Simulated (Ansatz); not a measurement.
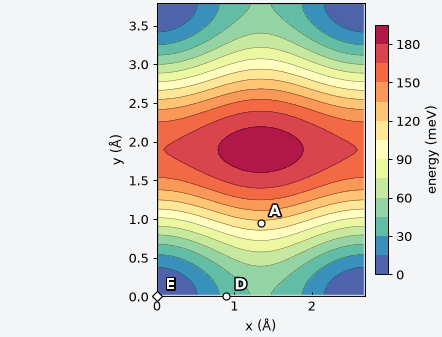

H on a Rh(110) slab cut from the Fm-3m phase, its upper half relaxed before the scan (8 atoms of substrate and one adsorbate in a 2 × 1 cell). H is moved over the surface cell at a fixed height above a rigid substrate; the origin of the map has the adsorbate above Rh7; the height is held at 3.30 Å. Places are given modulo a cell vector. The map is drawn in real space over the plane of the surface. The scan uses a 6 × 8 grid; 20 points were computed and 28 follow by symmetry. Places are given in fractions of the 1 × 1 surface cell. All energies are given in meV relative to the lowest grid point. The runs have no spin polarisation, so an open-shell adsorbate far from the surface lies too high. At a fixed height the lowest place need not be the adsorption site. These are results of DFT PBE+D3(BJ), scalar-relativistic, plane waves, PAW in Ansatz 0.2.0, not measurements. Settings: cutoff 420 eV, k-mesh 5×7×1, gaussian smearing 0.1 eV, no spin polarisation.

In the figure: filled contours, the outline of one cell of the plane, lettered points. Between grid points the surface is interpolated.

### Is D the lowest point of the computed grid?

No. D lies 34 meV above the lowest grid point, which is at the top site over a surface Rh atom, (0/6, 0/8) of the cell vectors.

### What kind of point is each of A, E: minimum, saddle, maximum or slope?

A: on a slope; E: minimum. (In these two coordinates alone; a stationary point may lie a little off the grid point.)

### Rank the lettered points by energy, lowest first.

E (0 meV), D (34 meV), A (116 meV).

PAW datasets: the set soft_1.
